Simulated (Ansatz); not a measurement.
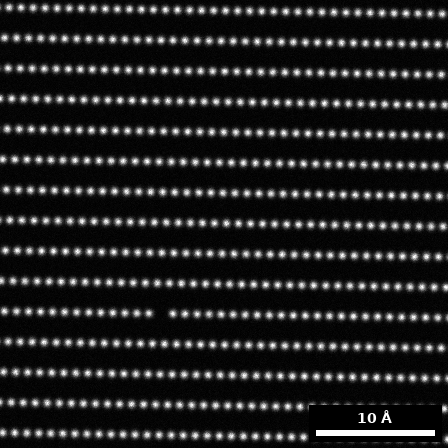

Dark-field STEM-like image of Ge (P6_3/mmc, No. 194) along [310]. The image is simulated as a sum over atoms of Z^1.7, blurred by a 0.50 Å probe (no channelling). Shot noise was added.

The sample is 1 repeat (8.3 Å) thick. One point defect was put into the perfect crystal, without relaxing the atoms around it. Brightness is counted from the darkest point of the image. Host structure: the geometry relaxed with Ansatz, DFT, BLYP, plane waves (420 eV) with PAW, scalar-relativistic; the starting structure was generated, so it need not be a known form of this composition.

> Where is the defect (in Å from the left and the top edge), and what does its contrast suggest?

At about 14 Å from the left and 27 Å from the top. The column has all but vanished there, which points to a vacancy or a much lighter atom. The column holds 1 atom (Ge) through the sample, and one Ge atom is missing, so its peak vanishes.
